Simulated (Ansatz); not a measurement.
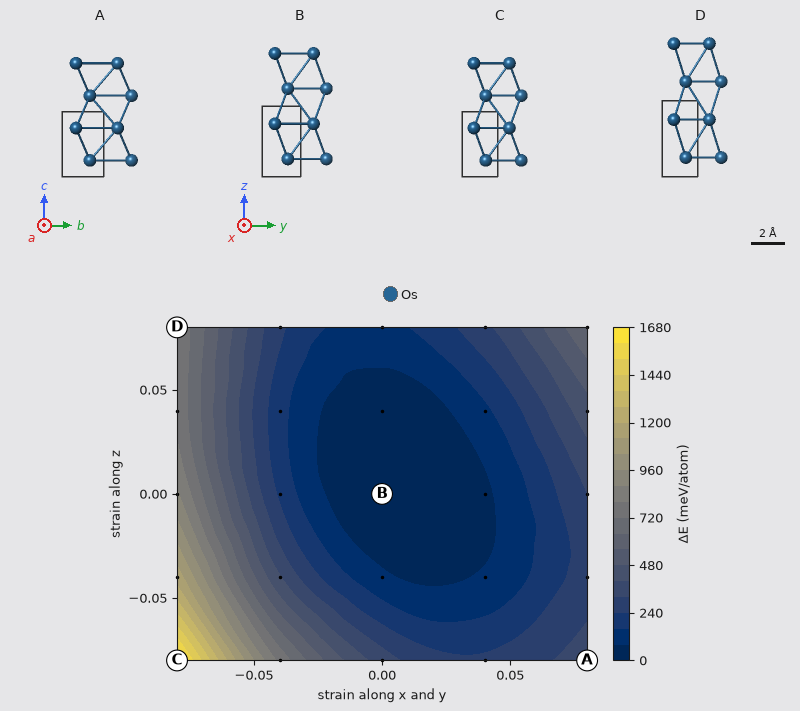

Crystalline Os (P6_3/mmc): the cell is strained equally along x and y and separately along z, with the atoms kept at their fractional coordinates. x, y and z are the Cartesian axes of the input. The map is interpolated between the computed points (dots). The lettered frames are marked on it. Style: ball-and-stick. Shown: the cell of the calculation, repeated 3 × 2 × 2 with one cell outlined, along the a axis.

Level of theory: DFT PBE, scalar-relativistic, plane waves, PAW in Ansatz 0.2.0. (plane-wave cutoff 420 eV; k-point mesh 18 × 18 × 12; occupations gaussian; smearing width 0.15 eV; no spin polarisation). Energies (free energies at the smearing named) are counted from the cell as listed in its source, which wasn't relaxed.

> Where is the lowest point of the map, and what else does it tell?

In pairs of (strain along x and y; strain along z): the lowest computed point lies at (0.000, 0.000) (0 meV/atom), the highest at (−0.080, −0.080) (1660 meV/atom). The valley is tilted: raising the in-plane strain is made harder by raising the strain along z (cross term 0.34 of the geometric mean of the two curvatures). Over the ranges scanned the energy rises more along the first axis, the in-plane strain. The pressure runs from −49.8 GPa at (0.080, 0.080) to 202.9 GPa at (−0.080, −0.080). The frames lie at A (0.080, −0.080): 358 meV/atom, B (0.000, 0.000): 0 meV/atom, C (−0.080, −0.080): 1660 meV/atom, D (−0.080, 0.080): 790 meV/atom.
